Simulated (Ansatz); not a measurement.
## SiO2: band-structure calculation

System: SiO2 (6 atoms in the cell).
Method: DFT, PBE, PAW with Ansatz's default frozen-core files, scalar-relativistic, no spin polarisation (Ansatz 0.2.0).

The structure derives from an entry of the Crystallography Open Database. It belongs to a series of runs on one base structure; here: PAW files in place of LAPW. Figures and captions count atoms from 1; the log counts them from 0 in places.

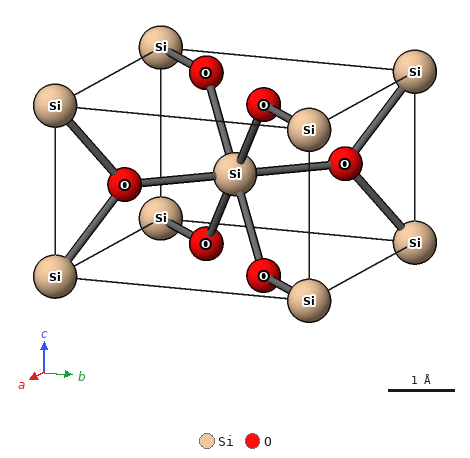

The input geometry (ball-and-stick view of the cell of the calculation, seen slightly off an axis). Near neighbours in the crystal (not all of them lie inside the picture): Si has 6 O at 1.76 to 1.81 Å; O has 3 Si at 1.76 to 1.81 Å.

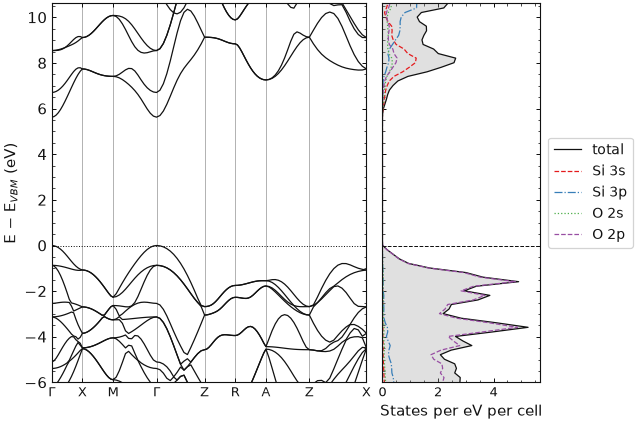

Band structure along Γ–X–M–Γ–Z–R–A–Z–X and density of states (projected on Löwdin-orthogonalised atomic shells), with energies from the valence-band top. There is a gap of 5.63 eV on this path, direct, at Γ.

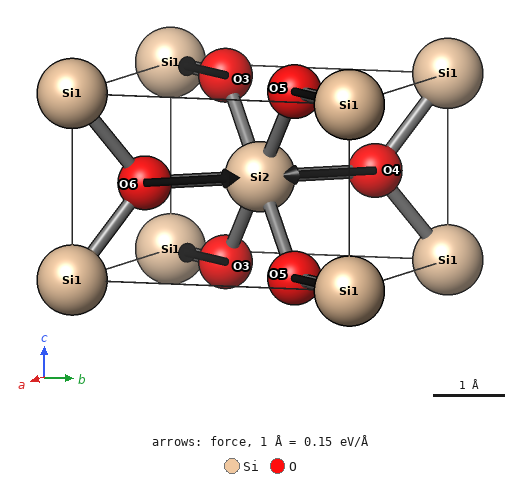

Forces on the atoms as black arrows (ball-and-stick view of the cell of the calculation, seen slightly off an axis; atoms are numbered from 1 in the order of the input). The largest act on all 4 O atoms (0.23 eV/Å). The geometry is not a stationary point of this energy.

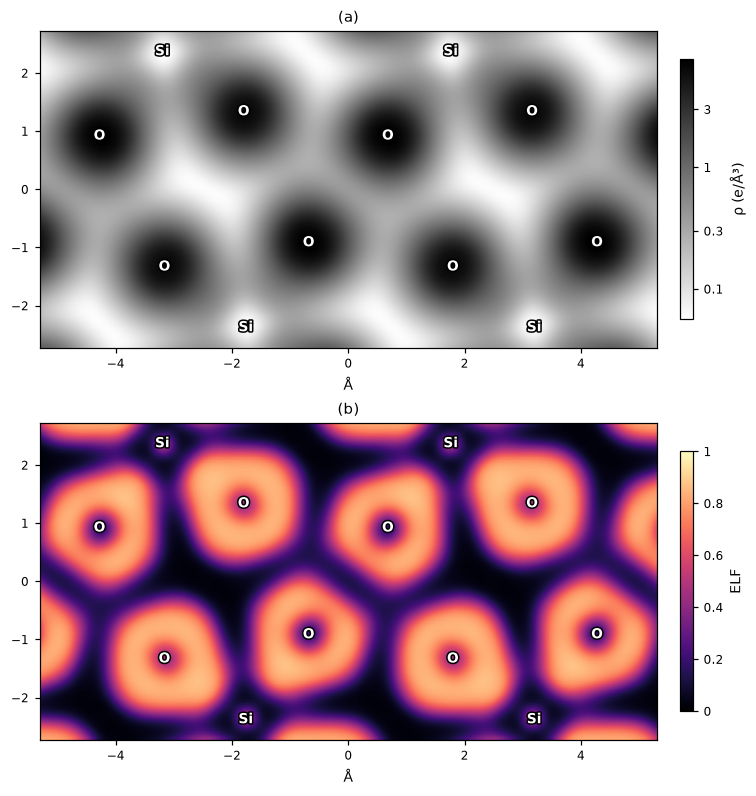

(a) valence charge density (pseudo); (b) electron localisation function on the (111) plane of the conventional cell. The section cuts through Si and O sites. Away from the nuclei the density in this plane falls to 0.06 e/Å³ at its lowest. In a PAW calculation such maps are meaningful between the atoms, not at the nuclei.

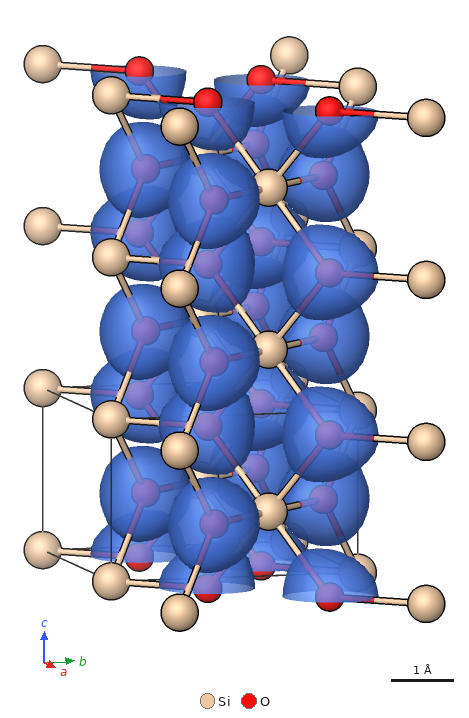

Isosurface of the valence charge density (pseudo) at 1 e/Å³ (blue), seen slightly off an axis. Sticks mark near contacts. The outline is the cell set on symmetry axes. At this value the density breaks into separate islands; it holds about 60 % of the electrons treated as valence. It is pinched off along the Si–O (1.76 Å) and Si–O (1.81 Å) contacts. On the grid the lowest density along these lines, outside the cores, is 0.7 e/Å³ (Si–O, 1.76 Å) and 0.58 e/Å³ (Si–O, 1.81 Å).

The input that produced these results follows, with the program's output.

Input file
```yaml
crystal:
  lattice:
    - [4.1801, 0.0, 0.0]
    - [0.0, 4.1801, 0.0]
    - [0.0, 0.0, 2.6678]
  atoms:
    - { symbol: Si, position: [0.0, 0.0, 0.0] }
    - { symbol: Si, position: [0.5, 0.5, 0.5] }
    - { symbol: O, position: [0.3067, 0.3067, 0.0] }
    - { symbol: O, position: [0.1933, 0.8067, 0.5] }
    - { symbol: O, position: [0.6933, 0.6933, 0.0] }
    - { symbol: O, position: [0.8067, 0.1933, 0.5] }
kpoints:
  mp_grid: { grid: [6, 6, 9] }
  band_path:
    path:
      - [0.0, 0.0, 0.0]
      - [0.0, 0.5, 0.0]
      - [0.5, 0.5, 0.0]
      - [0.0, 0.0, 0.0]
      - [0.0, 0.0, 0.5]
      - [0.0, 0.5, 0.5]
      - [0.5, 0.5, 0.5]
      - [0.0, 0.0, 0.5]
      - [0.0, 0.5, 0.0]
    npoints: 14
scf:
  occupations: { method: fermi_dirac, width: 0.03 }
hamiltonian:
  xc: pbe
  pseudopotentials: { kind: paw }
output:
  forces: true
  stress: true
  eigenvalues: true
  efg: { contact_densities: true }
  populations: true
  bader: true
  dos: { projected: true, de: 0.2, e_range: [-14, 8] }
  write_density: true
  write_potential: true
  elf: true
  volumetric_format: npy
```

Run as:
```bash
ansatz run input.yaml --threads 2 --pin off --max-ram 6144MiB --backend cpu --events-out ev --progress --plain --runs-dir out
```

The program's output
```
Engine: ansatz 0.2.0, x86_64-unknown-linux-gnu
Pseudopotentials: kind: paw
Pseudopotential: Si, paw, valence charge 4, recommended cutoff 420 eV (normal), Si.paw.azcp
Pseudopotential: O, paw, valence charge 6, recommended cutoff 420 eV (normal), O.paw.azcp
Functional definition: PBE
  parameter kappa = 0.804
  parameter beta = 0.06672455060314922
  exchange = pbe_x(kappa = kappa, mu = beta*pi^2/3)
  correlation = pbe_c(beta = beta)
Crystal: 6 atoms, lattice volume = 46.615 Å³
Basis set: ecut = 420 eV, 913 PW (Γ), exchange–correlation on 60×60×36 points (8 copies of the dense FFT grid, shifted against one another)
Bands: 22, of which v1, the nominal top of the filled ones, is band 16 counted from 1 (15 counted from 0)
Symmetry: 16 space group operations
Space group: P42/mnm (ITA 136), of the structure as read, at distance tolerance 3.6e-5 Å
k-points: 50 of 324
Non-local potential: Si, projectors of the file, l = 0: 2, l = 1: 2, l = 2: 2
Non-local potential: O, projectors of the file, l = 0: 2, l = 1: 2, l = 2: 1
PAW form: soft (Blöchl's): semilocal exchange-correlation on the pseudo side does not see the compensation charge
PAW one-centre angular grid: Si, 110 points (default); XC on 64 Gauss nodes
PAW one-centre angular grid: O, 110 points (default); XC on 64 Gauss nodes
Initial density: superposition of atomic densities (neutral atoms: chi_scale 0, normalization atom), corrected by the library's trained network
Initial wavefunctions: pseudopotential atomic-orbital guess
Functional: x = pbe(κ = 0.804, μ = 0.2195149727645171), c = pbe(β = 0.06672455060314922)
SCF iter   1: F=—  HF=-3546.964406 eV  |F-HF|=—  |Δ(HF+E_count)|=         —  Δρ=3.27e-3  dr2=1.86e-3  ethr=1.77e-3  ⟨swp⟩=6.2  Hψ=6036  notcnv=0
preconditioner: auto → none  [insulator: Δε(μ)=5.630 eV  Ē_g=18.820 eV  σ=0.030 eV  W_gap=1.00  n_scr=10 (ndim 8)  ℏωp=30.8 eV  f_vac=0.000  D(μ)=0.00/eV (n_scr^D=0)  ε∞_Penn≈3.7]
SCF iter   2: F=—  HF=-3546.965051 eV  |F-HF|=—  |Δ(HF+E_count)|=   6.45e-4  Δρ=1.58e-3  dr2=3.90e-4  ethr=5.82e-6  ⟨swp⟩=2.0  Hψ=2336  notcnv=0  defer=25
SCF iter   3: F=—  HF=-3546.965119 eV  |F-HF|=—  |Δ(HF+E_count)|=   6.84e-5  Δρ=6.92e-4  dr2=5.92e-5  ethr=1.22e-6  ⟨swp⟩=2.0  Hψ=1600  notcnv=0  defer=25
SCF iter   4: F=—  HF=-3546.965097 eV  |F-HF|=—  |Δ(HF+E_count)|=   2.20e-5  Δρ=9.42e-5  dr2=2.54e-6  ethr=1.85e-7  ⟨swp⟩=2.0  Hψ=1802  notcnv=0  defer=25
SCF iter   5: F=—  HF=-3546.965097 eV  |F-HF|=—  |Δ(HF+E_count)|=   1.65e-7  Δρ=3.10e-5  dr2=2.93e-7  ethr=7.95e-9  ⟨swp⟩=2.0  Hψ=1772  notcnv=0  defer=25
SCF iter   6: F=-3546.965097 eV  HF=-3546.965097 eV  |F-HF|=9.26e-9  |Δ(HF+E_count)|=   6.39e-8  Δρ=7.84e-6  dr2=1.67e-8  ethr=3.13e-10  ⟨swp⟩=11.8  Hψ=7608  notcnv=0
SCF 1 converged in 6 iterations: F = -3546.965097 eV  dr2 = 1.67e-8
  greatest PAW one-centre occupation: 0.861 electrons in one spin orbital (limit 2), on the O atom at site 5 (counted from 0), in its partial waves of l = 0
NSCF: frozen V_eff on 113 k-points
SCF converged after 6 iterations
Free energy (F): -3546.965097 eV
Harris-Foulkes:  -3546.965097 eV  (|F-HF|=9.26e-9)
Internal energy: -3546.965097 eV  (E = F + TS)
E sigma→0 (E₀):  -3546.965097 eV
Fermi energy:    13.379254 eV
--- Per-component energies (eV) ---
  E_band       = 66.148933
  E_kinetic    = 816.177403
  E_local      = -1220.894975  (includes V_loc(G=0)·N_el)
  E_nonlocal   = 236.730710
  E_hartree    = 433.661490
  E_xc         = -412.469487
  E_vxc        = -480.313417  (∫ρ·V_xc dr)
  E_paw        = -1662.033562  (= ΣΔE_a)
  E_vpaw       = -152.887480  (= ΣTr[D̂ρ^β])
  E_aug_tail   = 0.010142  (compensation charges beyond the density's cutoff)
  E_ewald      = -1738.146819
  E_smearing   = -0.000000  (= −TS)
  E_closure    = -0.000000  (closes the sum)
  Σ components = -3546.965097   (vs F -3546.965097, Δ=0.00e0)
--- Forces (eV/Å), atoms counted from 1 ---
  atom   1  Si     0.00000000    -0.00000000     0.00000000
  atom   2  Si     0.00000000     0.00000000     0.00000000
  atom   3  O     -0.15990478    -0.15990478     0.00000000
  atom   4  O      0.15990478    -0.15990478     0.00000000
  atom   5  O      0.15990478     0.15990478     0.00000000
  atom   6  O     -0.15990478     0.15990478     0.00000000
  max |Σ_I F_I| component: 8.33e-17 eV/Å
--- Stress (GPa, compression-positive) ---
       10.646386       0.000000       0.000000
        0.000000      10.646386       0.000000
        0.000000       0.000000      11.261459
  P = ⅓ Tr σ = 10.8514 GPa (108.514 kbar)
--- PAW observables at the nuclei: V_zz in 10²¹ V/m², potentials from the cell's mean, atoms counted from 1 ---
  atom   1  Si V_zz =    +2.000941   η = 0.5493   by run symmetry: allowed
            electrostatic potential = -1360.952192 V   contact ρ = 12799.624886 e/Å³
  atom   2  Si V_zz =    +2.000941   η = 0.5493   by run symmetry: allowed
            electrostatic potential = -1360.952192 V   contact ρ = 12799.624886 e/Å³
  atom   3  O  V_zz =   -11.044695   η = 0.1431   by run symmetry: allowed
            electrostatic potential = -626.335209 V   contact ρ = 2154.003126 e/Å³
  atom   4  O  V_zz =   -11.044695   η = 0.1431   by run symmetry: allowed
            electrostatic potential = -626.335209 V   contact ρ = 2154.003126 e/Å³
  atom   5  O  V_zz =   -11.044695   η = 0.1431   by run symmetry: allowed
            electrostatic potential = -626.335209 V   contact ρ = 2154.003126 e/Å³
  atom   6  O  V_zz =   -11.044695   η = 0.1431   by run symmetry: allowed
            electrostatic potential = -626.335209 V   contact ρ = 2154.003126 e/Å³
--- Band table (eV; the first three rows and the last of 50) ---
  k-point 0: bands = ["-11.9870", "-8.3504", "-8.3504", "-8.1549", "-0.2558", "4.1718", "4.1718", "4.3481", "5.1750", "5.4623", "7.4350", "7.4350", "8.0282", "9.6970", "9.6970", "10.5657", "16.1923", "17.2736", "19.1119", "19.1119", "21.7755", "22.3445"]
  k-point 1: bands = ["-11.8227", "-8.2669", "-8.2669", "-8.1346", "-0.1953", "4.3099", "4.3099", "4.5279", "4.7181", "5.2316", "6.8809", "6.8809", "7.4450", "9.5773", "9.5773", "10.4187", "16.7926", "18.1539", "19.8264", "19.8264", "21.0962", "23.0958"]
  k-point 2: bands = ["-11.3467", "-8.1418", "-8.0441", "-8.0441", "-0.0584", "3.9203", "4.3796", "4.7026", "4.7026", "5.0546", "5.6729", "5.6729", "6.3942", "9.1976", "9.1976", "9.9537", "17.8827", "20.0161", "20.7258", "21.4403", "21.4403", "24.0868"]
  k-point 49: bands = ["-9.0162", "-9.0162", "-7.8051", "-7.8051", "-0.0817", "-0.0817", "2.5072", "2.5072", "6.0086", "6.0086", "6.0892", "6.0892", "8.8086", "8.8086", "8.9988", "8.9988", "17.8936", "17.8936", "21.6125", "21.6125", "22.3942", "22.3942"]
--- Löwdin populations: 6 sites ---
  site symbol       q [e]
     0     Si      2.3617
     1     Si      2.3617
     2      O      6.7214
     3      O      6.7214
     4      O      6.7214
     5      O      6.7214
  spilling = 0.012223 (of n_electrons = 32.000000)
--- Bader charges: 6 sites ---
  site symbol  charge [e]  shift [e]
     0     Si      3.2830     0.0107
     1     Si      3.2830     0.0107
     2      O     -1.6415     0.0054
     3      O     -1.6415     0.0054
     4      O     -1.6415     0.0054
     5      O     -1.6415     0.0054
  estimated error of the sums over rays = 5.0e-4 e
```

File bader_charges.tsv
```
# site	symbol	x_ang	y_ang	z_ang	partial_charge_e	electrons	volume_ang3	relative_density_drop	shared_charge_e	partial_wave_shift_e
# quadrature_error_electrons = 5.0e-4
0	Si	0.0000	0.0000	0.0000	3.28299	10.71701	2.57	-	3.28299	0.01071
1	Si	2.0901	2.0901	1.3339	3.28299	10.71701	2.57	-	3.28299	0.01071
2	O	1.2820	1.2820	0.0000	-1.64149	9.64149	10.37	-	-1.64149	0.00536
3	O	0.8080	3.3721	1.3339	-1.64150	9.64150	10.37	-	-1.64150	0.00536
4	O	2.8981	2.8981	0.0000	-1.64149	9.64149	10.37	-	-1.64149	0.00536
5	O	3.3721	0.8080	1.3339	-1.64149	9.64149	10.37	-	-1.64149	0.00536
```

File rho_z.tsv
```
# z_ang	rho[e/angstrom^3]
# format = ansatz-planar-average/11
# lattice	4.180100000	0.000000000	0.000000000
# lattice	0.000000000	4.180100000	0.000000000
# lattice	0.000000000	0.000000000	2.667800000
# sites	6
# site	14	0.000000000	0.000000000	0.000000000
# site	14	2.090050000	2.090050000	1.333900000
# site	8	1.282036670	1.282036670	0.000000000
# site	8	0.808013330	3.372086670	1.333900000
# site	8	2.898063330	2.898063330	0.000000000
# site	8	3.372086670	0.808013330	1.333900000
0.000000	9.106639e-1
0.148211	8.554009e-1
0.296422	7.193757e-1
0.444633	5.731405e-1
0.592844	4.858788e-1
0.741056	4.858788e-1
0.889267	5.731405e-1
1.037478	7.193757e-1
1.185689	8.554009e-1
1.333900	9.106639e-1
1.482111	8.554009e-1
1.630322	7.193757e-1
1.778533	5.731405e-1
1.926744	4.858788e-1
2.074956	4.858788e-1
2.223167	5.731405e-1
2.371378	7.193757e-1
2.519589	8.554009e-1
```

File v_z.tsv
```
# z_ang	v_es[eV]	v_tot[eV]
# format = ansatz-planar-average/11
# xc	pbe
# density_cutoff_ev	1680
# datasets	Si=:simpson_from_first_knot:soft	O=:simpson_from_first_knot:soft
# lattice	4.180100000	0.000000000	0.000000000
# lattice	0.000000000	4.180100000	0.000000000
# lattice	0.000000000	0.000000000	2.667800000
# sites	6
# site	14	0.000000000	0.000000000	0.000000000
# site	14	2.090050000	2.090050000	1.333900000
# site	8	1.282036670	1.282036670	0.000000000
# site	8	0.808013330	3.372086670	1.333900000
# site	8	2.898063330	2.898063330	0.000000000
# site	8	3.372086670	0.808013330	1.333900000
0.000000	-2.661434e-1	-1.292066e1
0.148211	3.812668e-1	-1.213487e1
0.296422	2.171075e0	-1.009091e1
0.444633	4.467803e0	-7.440927e0
0.592844	6.637498e0	-4.975459e0
0.741056	6.637498e0	-4.975459e0
0.889267	4.467803e0	-7.440927e0
1.037478	2.171075e0	-1.009091e1
1.185689	3.812668e-1	-1.213487e1
1.333900	-2.661434e-1	-1.292066e1
1.482111	3.812668e-1	-1.213487e1
1.630322	2.171075e0	-1.009091e1
1.778533	4.467803e0	-7.440927e0
1.926744	6.637498e0	-4.975459e0
2.074956	6.637498e0	-4.975459e0
2.223167	4.467803e0	-7.440927e0
2.371378	2.171075e0	-1.009091e1
2.519589	3.812668e-1	-1.213487e1
```

Results in brief

| quantity | value |
| --- | --- |
| outcome | converged |
| space group (tolerance 0.01 Å) | P4₂/mnm (136) |
| electrons treated | 32 |
| free energy | −3546.9651 eV |
| Fermi energy | 13.379 eV |
| gap on the k-point mesh | 5.63 eV |
| pressure | 10.85 GPa |
| field gradient V_zz (10²¹ V/m²) | Si 2.00, Si 2.00, O −11.04, O −11.04, O −11.04, O −11.04 |
| largest force (length of the vector) | 0.226 eV/Å |
| hardware | 2 threads of Intel Xeon (Sapphire Rapids), 64 GiB of memory available, shared host |
| wall time | 26 s (CPU time 51 s) |
| peak memory | 0.41 GiB |

Notes

The cell is under a pressure of 10.9 GPa at this level, so it is not at its equilibrium volume.
